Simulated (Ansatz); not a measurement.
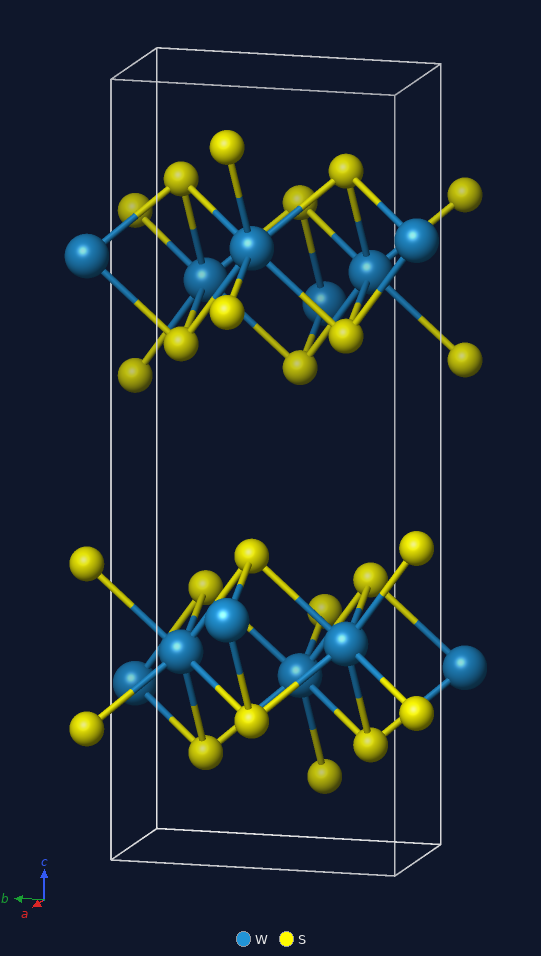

A ball-and-stick rendering, viewed from a general direction. Atoms at the boundary of the conventional unit cell (the box) are drawn once for each face, edge or corner they touch. The bonded neighbours beyond the faces are included.

WS2, space group Cmcm (No. 63), a = 3.12 Å, b = 5.55 Å, c = 14.95 Å, α = 90.00°, β = 90.00°, γ = 90.00°.

The numbers come from DFT PBE, scalar-relativistic, plane waves, PAW (Ansatz), using a kinetic-energy cutoff of 420 eV, k-points about 0.21 Å⁻¹ apart, Gaussian smearing of 0.02 eV, no spin polarisation.

What is the electronic character?

Answer. A semiconductor at this level, with a gap of 1.74 eV on the k-mesh (the true edges may lie between mesh points, so the gap can be somewhat smaller).

Provenance: a structure listed in the Materials Project. It was relaxed with DFT PBE, scalar-relativistic, plane waves, PAW (Ansatz) under a constraint or pressure on the cell, so some stress remains.
